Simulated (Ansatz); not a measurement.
# What a change does: single-point calculation on NiGe$_{3}$

System: NiGe$_{3}$ (Fm-3m, 4 atoms in the cell).
Method of the first run: DFT PBEsol, scalar-relativistic, plane waves, PAW, spin-polarised (Ansatz 0.2.0).

The structure was built on a prototype by a generator; it need not be a known phase. Text and figures count atoms from 1; the logs count them from 0 in places.

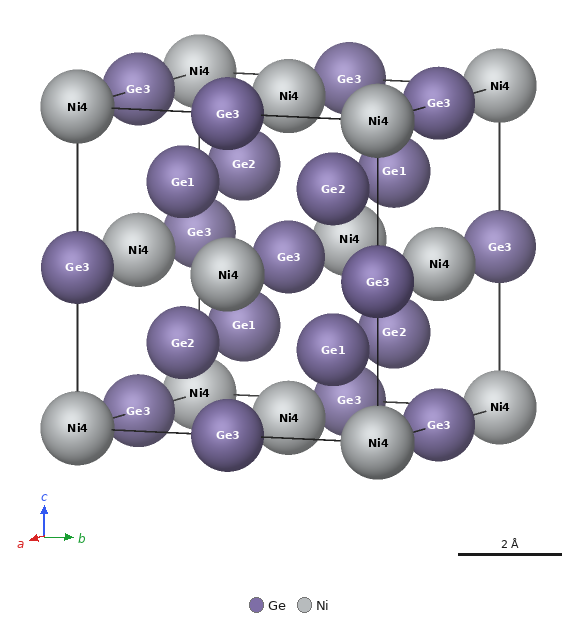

**Figure 1.** The structure as given in the input (spheres-only view of the cell 4 times as large as that of the calculation, set on its symmetry axes, seen slightly off an axis; atoms are numbered from 1 in the order of the input). An atom can appear more than once, as a periodic image.

**The input, the first run**
```yaml
crystal:
  lattice:
    - [0.0, 3.1530310228, 3.1530310228]
    - [3.1530310228, 0.0, 3.1530310228]
    - [3.1530310228, 3.1530310228, 0.0]
  atoms:
    - { symbol: Ge, position: [0.25, 0.25, 0.25] }
    - { symbol: Ge, position: [0.75, 0.75, 0.75] }
    - { symbol: Ge, position: [0.5, 0.5, 0.5] }
    - { symbol: Ni, position: [0.0, 0.0, 0.0], spin: 2.5 }
basis:
  ecutwfc: 420
kpoints:
  mp_grid: { grid: [12, 12, 12] }
hamiltonian:
  xc: pbesol
scf:
  occupations: { method: gaussian, width: 0.1 }
  lower_state_search: "off"
output:
  forces: true
  stress: true
  eigenvalues: true
  populations: true
magnetization:
  spin_polarized: true
```

Launched with:
```bash
ansatz run input.yaml --threads 1 --pin off --max-ram 2560MiB --backend cpu --events-out ev --progress --plain --runs-dir out
```

Hardware: 1 thread of Arm Neoverse V1, 24 GiB of memory available, shared host.

**Output, shortened to warnings, some set-up lines, iterations and results (the first run)**
```
WARN: the starting moments were not kept: the SCF closed with an absolute magnetisation of 1.2e-6 μB, where they sum to 2.5 μB in size (1 site). That is at most 0.1 of that sum. Measured as dr2_m measures the in/out step, that magnetisation stands 2.6e-13 eV from none, at or under the dr2_threshold of 1.0e-7 eV: it is no larger than a step whose dr2_m would equal this threshold. The system may …
Basis set: ecut = 420 eV, 1243 PW (Γ), exchange–correlation on 60×60×60 points (8 copies of the dense FFT grid, shifted against one another)
Symmetry: 48 space group operations
k-points: 72 of 1728
Initial density: superposition of atomic densities (chi_scale 0.1, normalization cell)
[...]
SCF iter   1: F=—  HF=-18564.937863 eV  |F-HF|=—  |Δ(HF+E_count)|=         —  Δρ=1.92e-1 (↑5.12e-2 ↓1.92e-1)  dr2=1.21e1  dr2_m=8.32e0  M=0.298 μB ∫|m|=0.411 μB  β_m=0.30  …
SCF iter   2: F=—  HF=-18564.527775 eV  |F-HF|=—  |Δ(HF+E_count)|=   4.10e-1  Δρ=9.07e-2 (↑9.07e-2 ↓1.95e-2)  dr2=2.18e0  dr2_m=1.48e0  M=0.777 μB ∫|m|=1.018 μB  β_m=0.30  …
SCF iter   3: F=—  HF=-18564.429856 eV  |F-HF|=—  |Δ(HF+E_count)|=   9.79e-2  Δρ=8.83e-2 (↑4.25e-2 ↓8.83e-2)  dr2=2.01e0  dr2_m=2.41e0  M=0.316 μB ∫|m|=0.516 μB  β_m=0.30  …
SCF iter   4: F=—  HF=-18565.703519 eV  |F-HF|=—  |Δ(HF+E_count)|=    1.27e0  Δρ=1.21e-1 (↑1.10e-1 ↓1.21e-1)  dr2=2.88e1  dr2_m=1.88e-2  M=1.117 μB ∫|m|=1.387 μB  β_m=1.00  …
SCF iter   5: F=—  HF=-18564.328500 eV  |F-HF|=—  |Δ(HF+E_count)|=    1.38e0  Δρ=6.62e-2 (↑3.47e-2 ↓6.62e-2)  dr2=6.34e-1  dr2_m=1.46e0  M=0.293 μB ∫|m|=0.563 μB  β_m=0.30  …
[... 11 lines ...]
SCF iter  17: F=—  HF=-18564.472699 eV  |F-HF|=—  |Δ(HF+E_count)|=   6.78e-7  Δρ=1.94e-5 (↑1.94e-5 ↓9.79e-6)  dr2=4.45e-7  dr2_m=2.15e-8  M=-0.000 μB ∫|m|=0.000 μB  β_m=0.73  …
SCF iter  18: F=-18564.472699 eV  HF=-18564.472699 eV  |F-HF|=1.30e-8  |Δ(HF+E_count)|=   9.87e-8  Δρ=7.79e-6 (↑7.79e-6 ↓2.73e-6)  dr2=2.04e-8  dr2_m=1.55e-8  M=-0.000 μB …
SCF iter  19: F=-18564.472699 eV  HF=-18564.472699 eV  |F-HF|=3.61e-9  |Δ(HF+E_count)|=   4.69e-9  Δρ=1.64e-6 (↑9.48e-7 ↓1.64e-6)  dr2=3.72e-9  dr2_m=1.08e-10  M=-0.000 μB …
SCF iter  20: F=-18564.472699 eV  HF=-18564.472699 eV  |F-HF|=1.13e-10  |Δ(HF+E_count)|=  1.56e-10  Δρ=2.19e-7 (↑1.96e-7 ↓2.19e-7)  dr2=9.52e-11  dr2_m=8.84e-13  M=-0.000 μB …
SCF 1 converged in 20 iterations: F = -18564.472699 eV  dr2 = 9.52e-11
SCF converged after 20 iterations
Magnetization: -0.0000 μB (30.0000 up, 30.0000 down)
Absolute magnetization: 0.0000 μB (∫|ρ↑−ρ↓|, with the PAW one-centre terms)
Spin contamination: 0.0000 ħ² per cell (⟨S²⟩ above its minimum at these occupations)
Per-site moments (μB) at R_I (Å): [(-1.692848809034062e-7, 1.126374547924408), (-1.6928488081711411e-7, 1.1263745479244078), (-1.6403253909108073e-7, 1.1263745479244078), (2.4344053829346955e-7, 1.126374547924408)]
Free energy (F): -18564.472699 eV
Harris-Foulkes:  -18564.472699 eV  (|F-HF|=1.13e-10)
Internal energy: -18564.460048 eV  (E = F + TS)
E sigma→0 (E₀):  -18564.466373 eV
Entropy (-TS):   -0.012652 eV (-3.163 meV/atom)
Fermi energy:    13.380322 eV
--- Per-component energies (eV) ---
  E_band       = -612.456864
  E_kinetic    = 618.867393
  E_local      = -10061.015198  (includes V_loc(G=0)·N_el)
  E_nonlocal   = 1896.297149
  E_hartree    = 4348.001651
  E_xc         = -310.513713
  E_vxc        = -304.584508  (∫ρ·V_xc dr)
  E_paw        = -7529.492654  (= ΣΔE_a)
  E_vpaw       = -1458.025615  (= ΣTr[D̂ρ^β])
  E_aug_tail   = 0.001091  (compensation charges beyond the density's cutoff)
  E_ewald      = -7529.556864
  E_core_change = 2.951098  (= ΣΔE_core)
  E_smearing   = -0.012652  (= −TS)
  E_closure    = -0.000000  (closes the sum)
  Σ components = -18564.472699   (vs F -18564.472699, Δ=0.00e0)
--- Forces (eV/Å), atoms counted from 1 ---
  atom   1  Ge    -0.00000000     0.00000000     0.00000000
  atom   2  Ge    -0.00000000    -0.00000000     0.00000000
  atom   3  Ge     0.00000000    -0.00000000     0.00000000
  atom   4  Ni    -0.00000000     0.00000000    -0.00000000
  max |Σ_I F_I| component: 8.33e-17 eV/Å
--- Stress (GPa, compression-positive) ---
       -0.002037      -0.000000       0.000000
        0.000000      -0.002037      -0.000000
        0.000000       0.000000      -0.002037
  P = ⅓ Tr σ = -0.0020 GPa (-0.020 kbar)
--- Löwdin populations: 4 sites ---
  site symbol       q [e]    m [muB]
     0     Ge     14.1144    -0.0000
     1     Ge     14.1144    -0.0000
     2     Ge     14.0190    -0.0000
     3     Ni     17.4792     0.0000
  spilling = 0.004551 (of n_electrons = 60.000000)
```

The input of the second run differs as follows (lines with − go, lines with + come):
```diff
-  ecutwfc: 420
+  ecutwfc: 500
-  xc: pbesol
+  xc: r2scan
```

Predict how the results change.

The total energies belong to different methods, so their difference says nothing on which is more stable or more accurate. The pressure goes from 0.00 to 1.65 GPa. The functional changes from PBEsol to r2SCAN. The SCF takes 30 iterations against 20. The plane waves at Γ go from 1243 to 1639. On the same kind of shared host the second run took about 3.6 times as long.

**Output, shortened to warnings, some set-up lines, iterations and results (the second run)**
```
WARN: the starting moments were not kept: the SCF closed with an absolute magnetisation of 5.7e-5 μB, where they sum to 2.5 μB in size (1 site). That is at most 0.1 of that sum. Measured as dr2_m measures the in/out step, that magnetisation stands 5.8e-9 eV from none, at or under the dr2_threshold of 1.0e-7 eV: it is no larger than a step whose dr2_m would equal this threshold. The system may …
Basis set: ecut = 500 eV, 1639 PW (Γ), exchange–correlation on 144×144×144 points (64 copies of the dense FFT grid, shifted against one another)
Symmetry: 48 space group operations
k-points: 72 of 1728
Initial density: superposition of atomic densities (chi_scale 0.1, normalization cell)
[...]
SCF iter   1: F=-18741.168544 eV  HF=-18752.405952 eV  |F-HF|=1.12e1  |Δ(HF+E_count)|=         —  Δρ=1.96e-1 (↑4.01e-2 ↓1.96e-1)  dr2=1.42e1  dr2_τ=8.70e-2  dr2_m=7.75e0  …
SCF iter   2: F=-18750.407400 eV  HF=-18751.803764 eV  |F-HF|=1.40e0  |Δ(HF+E_count)|=   6.02e-1  Δρ=7.34e-2 (↑7.34e-2 ↓2.02e-2)  dr2=1.19e0  dr2_τ=1.62e-2  dr2_m=1.08e0  …
SCF iter   3: F=-18750.440132 eV  HF=-18751.862914 eV  |F-HF|=1.42e0  |Δ(HF+E_count)|=   5.91e-2  Δρ=8.56e-2 (↑3.49e-2 ↓8.56e-2)  dr2=2.13e0  dr2_τ=1.37e-2  dr2_m=2.04e0  …
SCF iter   4: F=-18738.985866 eV  HF=-18752.538815 eV  |F-HF|=1.36e1  |Δ(HF+E_count)|=   6.76e-1  Δρ=9.47e-2 (↑8.21e-2 ↓9.47e-2)  dr2=1.58e1  dr2_τ=2.70e-2  dr2_m=2.62e-2  …
SCF iter   5: F=-18751.742033 eV  HF=-18751.723686 eV  |F-HF|=1.83e-2  |Δ(HF+E_count)|=   8.15e-1  Δρ=4.33e-2 (↑4.33e-2 ↓2.08e-2)  dr2=2.30e-1  dr2_τ=9.89e-3  dr2_m=5.86e-1  …
[... 21 lines ...]
SCF iter  27: F=-18752.000668 eV  HF=-18752.000668 eV  |F-HF|=2.17e-7  |Δ(HF+E_count)|=   3.78e-7  Δρ=1.02e-5 (↑1.02e-5 ↓1.05e-6)  dr2=4.98e-8  dr2_τ=6.52e-11  dr2_m=1.46e-8  …
SCF iter  28: F=-18752.000668 eV  HF=-18752.000668 eV  |F-HF|=1.45e-8  |Δ(HF+E_count)|=   3.43e-7  Δρ=2.13e-6 (↑1.05e-6 ↓2.13e-6)  dr2=2.36e-9  dr2_τ=8.95e-12  dr2_m=1.21e-9  …
SCF iter  29: F=-18752.000668 eV  HF=-18752.000668 eV  |F-HF|=3.83e-8  |Δ(HF+E_count)|=   5.60e-8  Δρ=4.75e-6 (↑1.99e-6 ↓4.75e-6)  dr2=3.82e-9  dr2_τ=2.26e-11  dr2_m=6.49e-9  …
SCF iter  30: F=-18752.000668 eV  HF=-18752.000668 eV  |F-HF|=8.22e-10  |Δ(HF+E_count)|=   7.54e-8  Δρ=9.03e-7 (↑3.88e-7 ↓9.03e-7)  dr2=8.31e-10  dr2_τ=1.47e-12  …
SCF 1 converged in 30 iterations: F = -18752.000668 eV  dr2 = 8.31e-10
this state was not tested for a lower state beside it, because the mixer in use, unlike msr1, does not test its closes by its own steps (another_mixer; see scf.mixing.algorithm and scf.lower_state_search)
SCF converged after 30 iterations
Magnetization: 0.0000 μB (30.0000 up, 30.0000 down)
Absolute magnetization: 0.0001 μB (∫|ρ↑−ρ↓|, with the PAW one-centre terms)
Spin contamination: 0.0000 ħ² per cell (⟨S²⟩ above its minimum at these occupations)
Per-site moments (μB) at R_I (Å): [(-1.3860527555143023e-6, 1.126374547924408), (-1.386052755553342e-6, 1.1263745479244078), (1.846788708444763e-6, 1.1263745479244078), (4.323069549670847e-5, 1.126374547924408)]
Free energy (F): -18752.000668 eV
Harris-Foulkes:  -18752.000668 eV  (|F-HF|=8.22e-10)
Internal energy: -18751.989099 eV  (E = F + TS)
E sigma→0 (E₀):  -18751.994884 eV
Entropy (-TS):   -0.011569 eV (-2.892 meV/atom)
Fermi energy:    13.450573 eV
--- Per-component energies (eV) ---
  E_band       = -657.672568
  E_kinetic    = 617.010752
  E_local      = -10071.712225  (includes V_loc(G=0)·N_el)
  E_nonlocal   = 1901.377907
  E_hartree    = 4365.584846
  E_xc         = -285.831158
  E_vxc        = -321.294231  (∫ρ·V_xc dr)
  E_paw        = -7745.305270  (= ΣΔE_a)
  E_vpaw       = -1534.907934  (= ΣTr[D̂ρ^β])
  E_aug_tail   = 0.000278  (compensation charges beyond the density's cutoff)
  E_vtau       = 20.685365  (kinetic-family band-sum trace: ∫τ·v_τ [+ j·A + Jᵃ·Aᵃ] dr)
  E_ewald      = -7529.556864
  E_core_change = -3.557366  (= ΣΔE_core)
  E_smearing   = -0.011569  (= −TS)
  E_closure    = 0.000000  (closes the sum)
  Σ components = -18752.000668   (vs F -18752.000668, Δ=0.00e0)
--- Forces (eV/Å), atoms counted from 1 ---
  atom   1  Ge     0.00000000    -0.00000000     0.00000000
  atom   2  Ge    -0.00000000    -0.00000000     0.00000000
  atom   3  Ge     0.00000000    -0.00000000    -0.00000000
  atom   4  Ni    -0.00000000     0.00000000    -0.00000000
  max |Σ_I F_I| component: 2.78e-17 eV/Å
--- Stress (GPa, compression-positive) ---
        1.646828       0.000000       0.000000
        0.000000       1.646828       0.000000
        0.000000       0.000000       1.646828
  P = ⅓ Tr σ = 1.6468 GPa (16.468 kbar)
--- Löwdin populations: 4 sites ---
  site symbol       q [e]    m [muB]
     0     Ge     14.1223    -0.0000
     1     Ge     14.1223    -0.0000
     2     Ge     14.0192     0.0000
     3     Ni     17.4709     0.0000
  spilling = 0.004423 (of n_electrons = 60.000000)
```

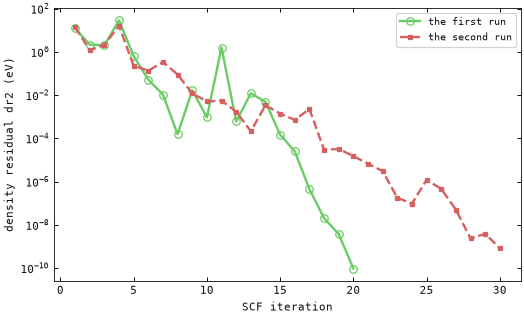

**Figure 2.** Convergence of the two runs: density residual dr2 against the SCF iteration. The first run takes 20 iterations in all, and the second run takes 30.

**The two runs side by side**

| quantity | the first run | the second run |
| --- | --- | --- |
| outcome | converged | converged |
| free energy per atom (eV) | −4641.1182 | −4688.0002 |
| energy per atom, smearing taken to zero (eV) | −4641.1166 | −4687.9987 |
| gap on the mesh (eV) | 0.00 | 0.00 |
| net moment of the cell (μB) | 0.00 | 0.00 |
| absolute moment of the cell (μB) | 0.00 | 0.00 |
| pressure (GPa) | 0.00 | 1.65 |
| largest force (eV/Å) | 0.000 | 0.000 |
| SCF iterations | 20 | 30 |
| irreducible k-points | 72 | 72 |
| plane waves at Γ | 1243 | 1639 |
| wall time (shared host) | 47 s | 2.9 min |

For the first run: Warnings: some starting moments were not kept. For the second run: The electronic state found may not be the lowest one. Warnings: some starting moments were not kept; the state was not tested for a lower one.
